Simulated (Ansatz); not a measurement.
```
Zn Se
1.0
     3.95500    0.00000    0.00000
     0.00000    3.95500    0.00000
     0.00000    0.00000    4.83519
Zn Se
2 2
Direct
  0.00000 0.00000 0.00000
  0.50000 0.50000 0.00000
  0.00000 0.50000 0.30123
  0.50000 0.00000 0.69877
```

Space group P4/nmm; a structure from a database of computed crystals, not necessarily the ambient phase; PAW files of the earlier set (soft_1).

All numbers below come from DFT LDA+D3(BJ), scalar-relativistic, plane waves, PAW in Ansatz 0.2.0.

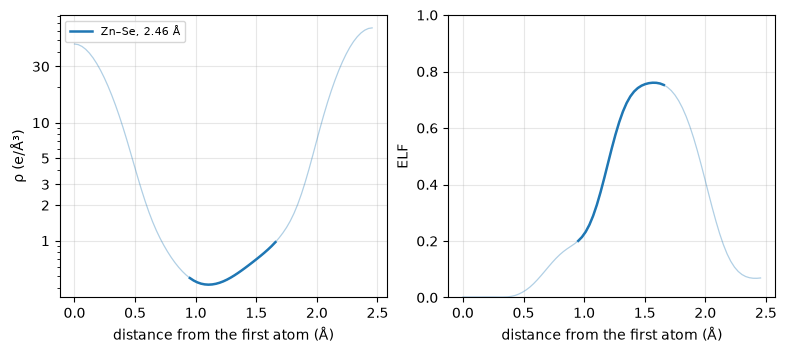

ZnSe. Valence charge density (pseudo) and ELF along straight lines between neighbouring atoms. Thin, pale parts lie inside the atomic spheres.

In a PAW calculation such maps are meaningful between the atoms, not at the nuclei.

Question: What can be read from the curves?

Answer: Zn–Se (2.46 Å): the density is about 0.45 e/Å³ at the midpoint; the ELF is about 0.55 at the midpoint.
